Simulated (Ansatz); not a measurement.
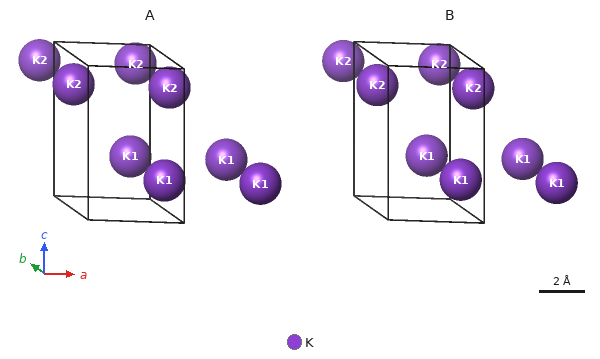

Two geometries of solid K (set up in Cmcm) (cell charge +0.5) (coarse preliminary run), drawn at one scale. One is the start of a relaxation, the other its converged end. A spheres-only model of the cell of the calculation, repeated 2 × 2 × 1 with one cell outlined, seen slightly off an axis.

These are results of Ansatz, DFT PBE, scalar-relativistic, plane waves, PAW, not measurements. (plane-wave cutoff 571.4 eV; k-point mesh 2 × 2 × 1; occupations gaussian; smearing width 0.1 eV; no spin polarisation; atoms relaxed in a fixed cell; force threshold 0.004 eV/Å; at most 5 steps)

Question: Which geometry has the lower energy?

Answer: Structure A is the relaxed one. Case: input drawn at random. The largest moves, 0.22 Å, are those of K1 and K2. K1 goes along [1 −1 0]. The cell doesn't change. Among the contacts that change: K1–K2 4.524 → 4.280 Å, K1–K2 (another image) 4.410 → 4.533 Å. The space group stays Cmcm (No. 63). After 2 accepted moves (3 points after the start) the energy has fallen by 4.5 meV per atom. The largest force component goes from 0.04 to 0.0017 eV/Å. 1 step only repeated the SCF at the same geometry. The run took about 7 core-seconds on a shared host.

Limits of the set-up: the k-point mesh is coarse for a cell with partly filled bands; the cell is charged, on a uniform background, and energies carry no finite-size correction.
